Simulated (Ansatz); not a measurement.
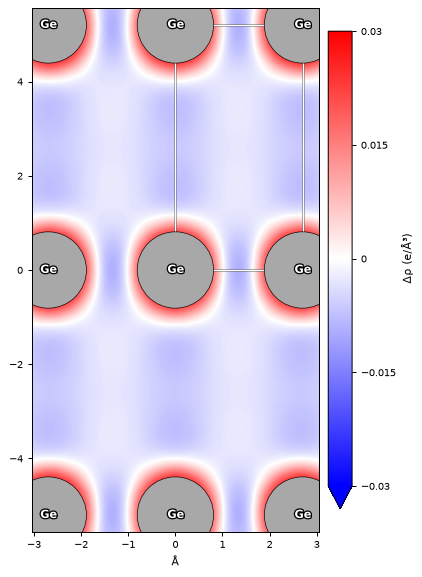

Ge. Difference of the valence pseudo-densities of two functionals at the same geometry, on the (110) plane of the calculation cell: LDA less HSE06.

Space group Cmmm; a structure from a database of computed crystals, not necessarily the ambient phase.

Both computed with Ansatz (plane waves, PAW), on the same k-point mesh. Grey discs cover the atomic cores.

### What does the difference map show?

Against HSE06, LDA gives more density around Ge (+0.010 e/Å³ on average at 1.0 Å from the nucleus), less density in the space between the atoms (−0.005 e/Å³ on average) and a change of −0.009 e/Å³ at the midpoint of Ge–Ge.
